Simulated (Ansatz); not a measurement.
System: NaCl, space group Fm-3m, 2 atoms in the cell, rocksalt type, hydrostatic strain +2.0%.

Space group Fm-3m (No. 225). a = 5.718 Å, b = 5.718 Å, c = 5.718 Å, α = 90.00°, β = 90.00°, γ = 90.00°
```csv
atom,site,symmetry,x,y,z
Na,4a,m-3m,0.0000,0.0000,0.0000
Cl,4b,m-3m,0.5000,0.0000,0.0000
```

Method: DFT, PBE, plane waves, PAW, no spin polarisation, 8×8×8 k mesh, 420 eV cutoff, Fermi-Dirac smearing of 0.02 eV (Ansatz).

What does the calculation give for the electronic structure?

There is a gap; over the k points computed it is 4.95 eV (direct among those points). The upper group of valence states starts about 1.8 eV under the valence-band top (which lies at −2.5 eV on this axis), with a gap beneath it; it holds about 6 electrons a cell. Within the window shown, the tallest peak of the filled states lies 0.4 eV under the valence-band top, at about 6.2 states per eV and cell.

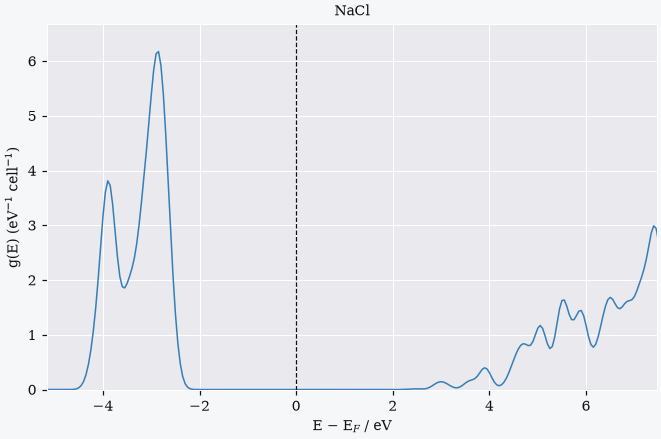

Density of states. Energies are counted from the Fermi level. The curve is built from the levels of the k mesh with Gaussians 0.3 eV wide, which also blur the band edges.
